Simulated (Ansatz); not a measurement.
**Single-point calculation of NiSi (part 2 of 2)**

Continued. System: NiSi (slab, 24 atoms in the cell). Method: DFT PBE, scalar-relativistic, plane waves, PAW, no spin polarisation (Ansatz 0.2.0); cutoff 420 eV, 10×5×1 k-mesh, Gaussian smearing of 0.1 eV. The structure derives from a Materials Project entry. It belongs to a series of runs on one base structure; here: (1 0 1) slab cut from the bulk.

Geometry of the input (Å; fractional positions):
```
3.3758  0.0000  0.0000
0.0000  7.6246  0.0000
0.0000  0.0000  25.6757
Si 0.7500  0.8559  0.2921
Si 0.7500  0.2645  0.3170
Ni 0.2500  0.0555  0.3230
Ni 0.7500  0.5631  0.3254
Ni 0.2500  0.3509  0.3787
Ni 0.7500  0.8585  0.3812
Si 0.2500  0.6495  0.3872
Si 0.2500  0.0582  0.4120
Si 0.7500  0.3129  0.4400
Si 0.7500  0.7215  0.4649
Ni 0.2500  0.5125  0.4709
Ni 0.7500  0.0201  0.4734
Ni 0.2500  0.8079  0.5266
Ni 0.7500  0.3155  0.5291
Si 0.2500  0.1065  0.5351
Si 0.2500  0.5152  0.5600
Si 0.7500  0.7699  0.5880
Si 0.7500  0.1785  0.6128
Ni 0.2500  0.9695  0.6188
Ni 0.7500  0.4771  0.6213
Ni 0.2500  0.2649  0.6746
Ni 0.7500  0.7725  0.6770
Si 0.2500  0.5635  0.6830
Si 0.2500  0.9722  0.7079
```

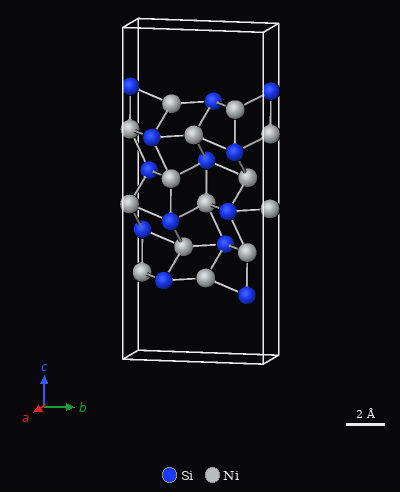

Fig. 1: The structure (ball-and-stick view of the cell of the calculation, with the vacuum cut short, seen slightly off an axis).

**Output, continued**
```
SCF iter   1: F=—  HF=-77712.585336 eV  |F-HF|=—  |Δ(HF+E_count)|=         —  Δρ=7.51e-3  dr2=1.72e0  ethr=1.77e-3  p=0.000 e·Å  D=1.43e-11 V/Å  ΔV_dip=-0.00 eV  dr2_dipole=1.21e-7  V_vac-E_F(+/−)=4.79/4.79 eV  ⟨swp⟩=7.8  Hψ=13310  notcnv=0  defer=70
efield: sawtooth ramp at fractional position 0.9800 (placed from the atoms, in the widest stretch of the axis that holds none; the zero of the levels goes with the place), width 0.0400; the density the first Hamiltonian is built on has a dipole p = 0.000 e·Å; the dipole correction subtracts the counter field D = 1.43e-11 V/Å, which shifts the + side's vacuum level by -0.00 eV against the − side's; the planar-averaged density in the ramp window peaks in size at 6.1e-6 e/Å³
preconditioner: auto → LDOS  [metal: Δε(μ)=0.021 eV  Ē_g=6.336 eV  σ=0.100 eV  W_gap=0.12  n_scr=136 (ndim 8)  ℏωp=18.7 eV  f_vac=0.491  D(μ)=7.14/eV (n_scr^D=28)  β→1.0]
SCF iter   2: F=—  HF=-77712.530360 eV  |F-HF|=—  |Δ(HF+E_count)|=   5.50e-2  Δρ=5.60e-3  dr2=5.72e-1  ethr=6.51e-4  p=0.000 e·Å  D=1.94e-5 V/Å  ΔV_dip=-0.00 eV  dr2_dipole=2.03e-11  V_vac-E_F(+/−)=5.14/5.14 eV  ⟨swp⟩=2.0  Hψ=3437  notcnv=0  defer=327
SCF iter   3: F=—  HF=-77712.506967 eV  |F-HF|=—  |Δ(HF+E_count)|=   2.34e-2  Δρ=3.76e-3  dr2=6.35e-2  ethr=2.17e-4  p=-0.000 e·Å  D=-2.82e-5 V/Å  ΔV_dip=0.00 eV  dr2_dipole=4.23e-8  V_vac-E_F(+/−)=4.98/4.98 eV  ⟨swp⟩=2.0  Hψ=3746  notcnv=0  defer=327
SCF iter   4: F=—  HF=-77712.501663 eV  |F-HF|=—  |Δ(HF+E_count)|=   5.30e-3  Δρ=7.34e-4  dr2=2.32e-3  ethr=2.41e-5  p=-0.000 e·Å  D=-2.68e-6 V/Å  ΔV_dip=0.00 eV  dr2_dipole=1.59e-8  V_vac-E_F(+/−)=5.00/5.00 eV  ⟨swp⟩=2.3  Hψ=3906  notcnv=0  defer=327
SCF iter   5: F=—  HF=-77712.501820 eV  |F-HF|=—  |Δ(HF+E_count)|=   1.58e-4  Δρ=2.24e-4  dr2=2.51e-4  ethr=8.80e-7  p=-0.000 e·Å  D=-1.89e-6 V/Å  ΔV_dip=0.00 eV  dr2_dipole=1.09e-10  V_vac-E_F(+/−)=5.00/5.00 eV  ⟨swp⟩=2.9  Hψ=4582  notcnv=0  defer=327
SCF iter   6: F=—  HF=-77712.501951 eV  |F-HF|=—  |Δ(HF+E_count)|=   1.31e-4  Δρ=1.26e-4  dr2=6.95e-5  ethr=9.49e-8  p=0.000 e·Å  D=1.04e-6 V/Å  ΔV_dip=-0.00 eV  dr2_dipole=4.24e-9  V_vac-E_F(+/−)=5.01/5.01 eV  ⟨swp⟩=2.0  Hψ=3968  notcnv=0  defer=327
SCF iter   7: F=—  HF=-77712.502223 eV  |F-HF|=—  |Δ(HF+E_count)|=   2.72e-4  Δρ=2.53e-5  dr2=3.24e-6  ethr=2.63e-8  p=-0.000 e·Å  D=-2.90e-7 V/Å  ΔV_dip=0.00 eV  dr2_dipole=1.78e-9  V_vac-E_F(+/−)=5.01/5.01 eV  ⟨swp⟩=2.0  Hψ=4158  notcnv=0  defer=288
SCF iter   8: F=—  HF=-77712.502227 eV  |F-HF|=—  |Δ(HF+E_count)|=   3.97e-6  Δρ=1.90e-5  dr2=1.72e-6  ethr=1.23e-9  p=-0.000 e·Å  D=-2.97e-7 V/Å  ΔV_dip=0.00 eV  dr2_dipole=4.38e-11  V_vac-E_F(+/−)=5.01/5.01 eV  ⟨swp⟩=3.3  Hψ=5080  notcnv=0  defer=288
SCF iter   9: F=—  HF=-77712.502228 eV  |F-HF|=—  |Δ(HF+E_count)|=   7.77e-7  Δρ=6.39e-6  dr2=2.32e-7  ethr=6.52e-10  p=-0.000 e·Å  D=-1.02e-7 V/Å  ΔV_dip=0.00 eV  dr2_dipole=4.35e-13  V_vac-E_F(+/−)=5.01/5.01 eV  ⟨swp⟩=2.0  Hψ=3766  notcnv=0  defer=288
SCF iter  10: F=-77712.502228 eV  HF=-77712.502228 eV  |F-HF|=1.15e-7  |Δ(HF+E_count)|=   2.84e-7  Δρ=2.65e-6  dr2=3.98e-8  ethr=3.79e-11  p=-0.000 e·Å  D=-8.94e-8 V/Å  ΔV_dip=0.00 eV  dr2_dipole=2.25e-12  V_vac-E_F(+/−)=5.01/5.01 eV  ⟨swp⟩=22.8  Hψ=27810  notcnv=0
SCF 1 converged in 10 iterations: F = -77712.502228 eV  dr2 = 3.98e-8
  greatest PAW one-centre occupation: 1.001 electrons in one spin orbital (limit 2), on the Ni atom at site 3 (counted from 0), in its partial waves of l = 1
WARN: The output density's exchange-correlation potential varies sharply where the density is thin. Do not read a vacuum level from v_tot or v_xc, or from such a field of the output density. On a cell that repeats whose density bears no net charge and no dipole along the vacuum's axis use v_es (v_loc + v_h of the components); under efield.dipole_correction with no amplitude use v_es + v_field, which holds any external_charges[].barrier, or the levels of the report's work_function block, which leave it out; under a non-zero efield.amplitude the vacuum is tilted and has no level; on a cell that repeats and bears such a dipole with no correction it is tilted too, and efield.dipole_correction with no amplitude gives each side of its ramp a level where efield: is served; in a cell that repeats whose density bears a net charge (total_charge, or a fill off its count) it is curved and has none; of a slab under crystal.periodic whose density bears no net charge use v_es, which has a level on each side, short of where the two are joined; of another it falls or rises all the way out and has none; of a slab beside external_charges read slab_vacuum_level instead, which it has where they leave it neutral. The grid or the basis barely resolves most such structure, and the values can differ between equally converged runs; as a rule a tighter scf.convergence.dr2_threshold does not remove it. Where the density itself ripples (under the LDA too) a higher basis.ecutwfc lessens it. The files hold the spikes' plane waves up to the density's cutoff. Files: v_tot_of_output_density and the like, and their columns of v_z.tsv (output.write_potential); v_xc_of_output_density and the like, and their columns of v_comp_z.tsv (output.write_potential_components). Measured: with its Gaussian average of σ = 0.25 Å subtracted twice, the exchange-correlation potential is over 0.1 eV at 2 of the grid points where the equally averaged density (valence and model cores) is under 1e-3 e/Å³, and 0.108 eV at the most among them, at an averaged density of 8.8e-9 e/Å³. The input density's (outcome.potential() and, of a run that writes arrays, v_tot and v_xc) is over 0.1 eV, so measured, at 484 points of its own thin density, 0.160 eV at the most. See output.write_potential in the manual, Limitations
SCF converged after 10 iterations
Free energy (F): -77712.502228 eV
Harris-Foulkes:  -77712.502228 eV  (|F-HF|=1.15e-7)
Internal energy: -77712.467247 eV  (E = F + TS)
E sigma→0 (E₀):  -77712.484738 eV
Entropy (-TS):   -0.034981 eV (-1.458 meV/atom)
Fermi energy:    3.616613 eV
Dipole field:    D = 0.000001 V/Å  (p = 0.000004 e·Å, saw-weighted, corrected)
Work function:   Φ+ = 5.0084 eV   Φ− = 5.0085 eV
Levels:          The Fermi level and band energies are counted from a zero that moves with the ramp; work functions are not
--- Per-component energies (eV) ---
  E_band       = -6731.747970
  E_kinetic    = 3902.613040
  E_local      = -387167.273730  (includes V_loc(G=0)·N_el)
  E_nonlocal   = 7921.475680
  E_hartree    = 188422.422813
  E_xc         = -1691.093968
  E_vxc        = -1888.191177  (∫ρ·V_xc dr)
  E_paw        = -25713.228677  (= ΣΔE_a)
  E_vpaw       = -6345.218267  (= ΣTr[D̂ρ^β])
  E_aug_tail   = 0.006597  (compensation charges beyond the density's cutoff)
  E_efield     = 0.000000  (sawtooth field / dipole correction)
  E_vefield    = 0.000000  (∫n·V_field dr)
  E_ewald      = 136612.610999
  E_smearing   = -0.034981  (= −TS)
  E_closure    = -0.000000  (closes the sum)
  Σ components = -77712.502228   (vs F -77712.502228, Δ=0.00e0)
--- Forces (eV/Å), atoms counted from 1 ---
  atom   1  Si     0.00000000    -0.08632824     0.05792005
  atom   2  Si     0.00000000    -0.08054374    -0.09894823
  atom   3  Ni     0.00000000    -0.05142981     0.16672381
  atom   4  Ni     0.00000000     0.28530472     0.64514567
  atom   5  Ni     0.00000000    -0.01545950    -0.09866660
  atom   6  Ni     0.00000000    -0.02177722     0.45919527
  atom   7  Si     0.00000000    -0.09216242    -0.73275323
  atom   8  Si     0.00000000     0.04442675    -0.33721986
  atom   9  Si     0.00000000    -0.04349053    -0.15888748
  atom  10  Si     0.00000000     0.05498012    -0.03937646
  atom  11  Ni     0.00000000    -0.02276478     0.05532257
  atom  12  Ni     0.00000000     0.03000693     0.10041944
  atom  13  Ni     0.00000000    -0.03000745    -0.10042186
  atom  14  Ni     0.00000000     0.02276755    -0.05531813
  atom  15  Si     0.00000000    -0.05498043     0.03937782
  atom  16  Si     0.00000000     0.04348961     0.15888627
  atom  17  Si     0.00000000    -0.04442684     0.33721903
  atom  18  Si     0.00000000     0.09216308     0.73275205
  atom  19  Ni     0.00000000     0.02177853    -0.45919652
  atom  20  Ni     0.00000000     0.01545547     0.09866429
  atom  21  Ni     0.00000000    -0.28530626    -0.64514683
  atom  22  Ni     0.00000000     0.05143161    -0.16672076
  atom  23  Si     0.00000000     0.08054359     0.09894747
  atom  24  Si     0.00000000     0.08632826    -0.05791946
  max |Σ_I F_I| component: 1.66e-6 eV/Å
--- Stress (GPa, compression-positive) ---
       -2.942339       0.000000       0.000000
        0.000000      -2.087681       0.043343
        0.000000       0.043343      -0.742520
  P = ⅓ Tr σ = -1.9242 GPa (-19.242 kbar)
--- Band table (eV; the first three rows and the last of 18) ---
  k-point 0: bands = ["-100.2263", "-100.2229", "-100.2142", "-100.2108", "-100.1329", "-100.1329", "-100.0892", "-100.0892", "-99.7386", "-99.7386", "-99.3357", "-99.3357", "-60.6871", "-60.6710", "-60.6632", "-60.6490", "-60.6137", "-60.6135", "-60.6063", "-60.5926", "-60.5924", "-60.5912", "-60.5903", "-60.5868", "-60.5868", "-60.5772", "-60.5203", "-60.5203", "-60.5124", "-60.5124", "-60.5008", "-60.5008", "-60.4873", "-60.4873", "-60.4632", "-60.4632", "-60.2020", "-60.2020", "-60.1368", "-60.1368", "-60.0784", "-60.0784", "-60.0038", "-60.0038", "-59.6323", "-59.6323", "-59.5948", "-59.5948", "-8.9526", "-8.1659", "-7.1096", "-6.4990", "-6.3218", "-5.7485", "-5.6128", "-5.1416", "-4.3246", "-4.2887", "-4.1184", "-3.6265", "-2.4627", "-2.0655", "-1.4802", "-1.2858", "-1.0716", "-1.0244", "-0.8834", "-0.4747", "-0.4455", "-0.1927", "-0.1830", "-0.1554", "-0.0838", "0.0738", "0.1251", "0.1427", "0.1701", "0.2264", "0.2468", "0.2907", "0.3726", "0.4035", "0.4102", "0.5734", "0.5742", "0.6360", "0.7008", "0.7089", "0.7357", "0.8076", "0.9150", "0.9395", "0.9489", "0.9661", "1.0742", "1.0798", "1.1885", "1.2072", "1.2544", "1.2863", "1.3675", "1.3733", "1.5162", "1.5369", "1.5371", "1.5775", "1.5988", "1.6370", "1.6992", "1.7185", "1.7310", "1.8019", "1.8120", "1.8158", "1.8943", "1.9649", "2.0999", "2.1048", "2.2226", "2.2879", "2.2962", "2.3737", "2.4446", "2.6555", "2.7777", "2.7833", "2.9525", "3.0285", "3.3045", "3.4440", "3.9618", "4.4499", "4.4724", "4.5861", "4.5891", "5.3426", "5.4581", "5.6960", "5.8616", "6.1635", "6.5483", "6.6899", "6.7539", "6.8642", "6.9337", "7.2151", "7.2865", "7.3236", "7.5003", "7.6705", "7.7280", "8.0522", "8.2293", "8.3287", "8.3798", "8.6155", "8.6162", "8.8083", "8.8211"]
  k-point 1: bands = ["-100.2263", "-100.2229", "-100.2142", "-100.2108", "-100.1329", "-100.1329", "-100.0892", "-100.0892", "-99.7386", "-99.7386", "-99.3357", "-99.3357", "-60.6871", "-60.6711", "-60.6630", "-60.6491", "-60.6145", "-60.6128", "-60.6063", "-60.5927", "-60.5924", "-60.5908", "-60.5905", "-60.5868", "-60.5868", "-60.5773", "-60.5203", "-60.5203", "-60.5124", "-60.5124", "-60.5008", "-60.5008", "-60.4873", "-60.4873", "-60.4632", "-60.4632", "-60.2020", "-60.2020", "-60.1368", "-60.1368", "-60.0785", "-60.0784", "-60.0038", "-60.0038", "-59.6323", "-59.6323", "-59.5948", "-59.5948", "-8.8553", "-8.0727", "-7.5139", "-6.8092", "-6.2496", "-5.5456", "-5.2835", "-4.9123", "-4.6097", "-4.3587", "-3.9554", "-3.5172", "-2.3103", "-2.1266", "-1.5357", "-1.4094", "-1.1935", "-1.1229", "-0.7711", "-0.6681", "-0.2440", "-0.2015", "-0.1216", "-0.0894", "-0.0820", "0.0286", "0.0558", "0.1435", "0.1727", "0.1890", "0.2745", "0.2757", "0.3335", "0.3962", "0.4775", "0.5968", "0.6193", "0.6494", "0.6687", "0.7121", "0.7520", "0.7616", "0.8968", "0.9389", "0.9393", "0.9886", "1.0650", "1.1434", "1.1455", "1.1516", "1.2238", "1.2661", "1.3626", "1.3636", "1.4768", "1.4809", "1.5352", "1.6384", "1.6512", "1.6707", "1.6822", "1.6981", "1.7614", "1.7965", "1.8043", "1.8500", "1.9210", "1.9581", "2.0810", "2.0964", "2.1641", "2.1757", "2.3187", "2.3700", "2.3997", "2.5408", "2.5803", "2.7740", "2.8872", "3.1039", "3.2828", "3.4845", "3.9202", "4.3730", "4.4744", "4.5809", "5.0978", "5.3684", "5.4641", "5.5977", "5.7526", "5.9441", "6.2345", "6.5515", "6.8424", "7.0099", "7.1555", "7.3807", "7.5223", "7.5981", "7.6562", "7.7952", "7.8575", "8.0072", "8.1823", "8.3577", "8.3786", "8.4453", "8.7021", "8.7691", "8.9900"]
  k-point 2: bands = ["-100.2263", "-100.2229", "-100.2142", "-100.2108", "-100.1329", "-100.1329", "-100.0892", "-100.0892", "-99.7386", "-99.7386", "-99.3357", "-99.3357", "-60.6870", "-60.6714", "-60.6627", "-60.6491", "-60.6151", "-60.6123", "-60.6062", "-60.5931", "-60.5919", "-60.5909", "-60.5904", "-60.5868", "-60.5868", "-60.5773", "-60.5203", "-60.5203", "-60.5124", "-60.5124", "-60.5008", "-60.5008", "-60.4873", "-60.4873", "-60.4632", "-60.4632", "-60.2020", "-60.2020", "-60.1368", "-60.1368", "-60.0785", "-60.0784", "-60.0038", "-60.0038", "-59.6323", "-59.6323", "-59.5948", "-59.5948", "-8.5674", "-8.1059", "-7.7910", "-7.3505", "-5.9959", "-5.5873", "-5.1510", "-4.8034", "-4.4207", "-3.9927", "-3.8273", "-3.4734", "-2.5518", "-2.1586", "-1.8076", "-1.6692", "-1.2738", "-0.9822", "-0.5769", "-0.5258", "-0.2139", "-0.1728", "-0.0989", "-0.0729", "-0.0253", "-0.0016", "0.0190", "0.0899", "0.1729", "0.1779", "0.2455", "0.2827", "0.3148", "0.3962", "0.4779", "0.5485", "0.6205", "0.6341", "0.6687", "0.7068", "0.7827", "0.7886", "0.8289", "0.9233", "0.9621", "1.0126", "1.0539", "1.0921", "1.1008", "1.1709", "1.1716", "1.2039", "1.3815", "1.4036", "1.4242", "1.4599", "1.5313", "1.5772", "1.6008", "1.6886", "1.7107", "1.7260", "1.7967", "1.8194", "1.8282", "1.8592", "1.9348", "2.0276", "2.0704", "2.0797", "2.1144", "2.1310", "2.2608", "2.3341", "2.3429", "2.3589", "2.3975", "2.4811", "2.9666", "3.1414", "3.2757", "3.6725", "3.9651", "4.0633", "4.6432", "4.6530", "4.9554", "5.1064", "5.5084", "5.5512", "5.8605", "6.0968", "6.3665", "6.7588", "6.9247", "7.0925", "7.2623", "7.4361", "7.5250", "7.6596", "7.8073", "7.8617", "7.9619", "8.0269", "8.3784", "8.5370", "8.5890", "8.7214", "8.8265", "9.1231", "9.2010"]
  k-point 17: bands = ["-100.2245", "-100.2245", "-100.2124", "-100.2124", "-100.1328", "-100.1328", "-100.0891", "-100.0891", "-99.7385", "-99.7385", "-99.3356", "-99.3356", "-60.6765", "-60.6765", "-60.6610", "-60.6610", "-60.6147", "-60.6147", "-60.5998", "-60.5998", "-60.5917", "-60.5917", "-60.5866", "-60.5866", "-60.5849", "-60.5849", "-60.5202", "-60.5202", "-60.5155", "-60.5155", "-60.5006", "-60.5006", "-60.4871", "-60.4871", "-60.4663", "-60.4663", "-60.2046", "-60.2046", "-60.1366", "-60.1366", "-60.0783", "-60.0783", "-60.0037", "-60.0037", "-59.6349", "-59.6349", "-59.5946", "-59.5946", "-5.6304", "-5.6304", "-5.2792", "-5.2792", "-4.9970", "-4.9970", "-4.6715", "-4.6715", "-3.8456", "-3.8456", "-3.4470", "-3.4470", "-2.3130", "-2.3130", "-1.9412", "-1.9412", "-1.6606", "-1.6606", "-1.4773", "-1.4773", "-1.0791", "-1.0791", "-0.3771", "-0.3771", "-0.1999", "-0.1999", "0.0357", "0.0357", "0.0778", "0.0778", "0.1591", "0.1591", "0.2581", "0.2581", "0.3922", "0.3922", "0.5323", "0.5323", "0.5822", "0.5822", "0.7164", "0.7164", "0.7548", "0.7548", "0.9083", "0.9083", "0.9918", "0.9918", "1.1395", "1.1395", "1.2152", "1.2152", "1.3830", "1.3830", "1.5241", "1.5241", "1.6008", "1.6008", "1.6161", "1.6161", "1.6592", "1.6592", "1.7178", "1.7178", "1.7904", "1.7904", "1.8487", "1.8487", "1.9584", "1.9584", "2.0076", "2.0076", "2.0928", "2.0928", "2.1252", "2.1252", "2.2348", "2.2348", "2.5231", "2.5231", "2.8272", "2.8272", "2.9360", "2.9360", "3.1703", "3.1703", "4.0349", "4.0349", "4.1534", "4.1534", "4.5679", "4.5679", "4.9618", "4.9618", "5.4155", "5.4155", "5.7732", "5.7732", "6.0047", "6.0047", "6.4157", "6.4157", "7.1073", "7.1073", "7.5895", "7.5895", "8.0334", "8.0334", "8.5402", "8.5402", "8.9396"]
```

**Results in brief**

- outcome: converged
- electrons treated: 264
- free energy: −77712.5022 eV
- work function, top face: 5.01 eV
- work function, bottom face: 5.01 eV
- Fermi energy: 3.617 eV
- gap on the k-point mesh: none (metallic)
- work function (upper face): 5.01 eV
- largest force (length of the vector): 0.739 eV/Å
- hardware: 4 threads of Arm Neoverse V2, 128 GiB of memory available, shared host
- wall time: 1.9 min (CPU time 7.7 min)
- peak memory: 2.9 GiB

Warnings of the run: the exchange-correlation potential is rough where the density is thin. The run has no spin polarisation, so a magnetic state may lie lower.
